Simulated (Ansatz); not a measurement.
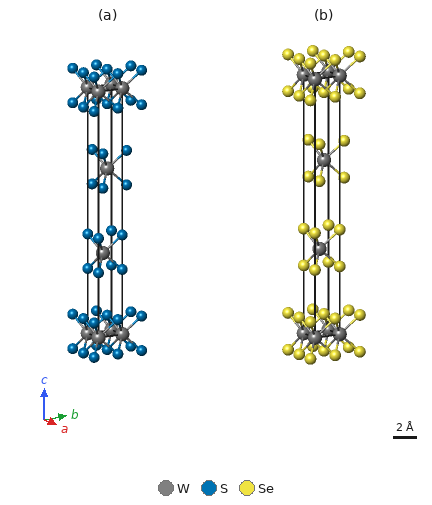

Left: a crystal of WS₂ (set up in R3m). Right: the same structure after one change, at the same scale. A ball-and-stick model of the conventional cell (3 times the calculation's cell), seen slightly off an axis. Lengths and directions refer to the drawn axes.

Level of theory: DFT PBE, scalar-relativistic, plane waves, PAW (Ansatz 0.2.0). Settings: plane-wave cutoff 420 eV; occupations gaussian; smearing width 0.02 eV; no spin polarisation. The k-mesh is chosen for each cell (12×12×12, 9×9×9).

**What distinguishes the right structure from the left one?**

Every sulfur atom is replaced by selenium, which gives WSe$_{2}$. Cell and atoms are relaxed again (to zero pressure within 0.1 GPa, forces under 0.01 eV/Å).

**And its effect?**

The volume per atom goes from 21.93 to 25.01 Å³. Cell: a = b 3.188 → 3.321 Å (+4.2 %), c 22.423 → 23.570 Å (+5.1 %). Volume +14.1 %. The space group stays R3m (No. 160). The gap on the k-mesh: 1.64 eV before, 1.55 eV after.
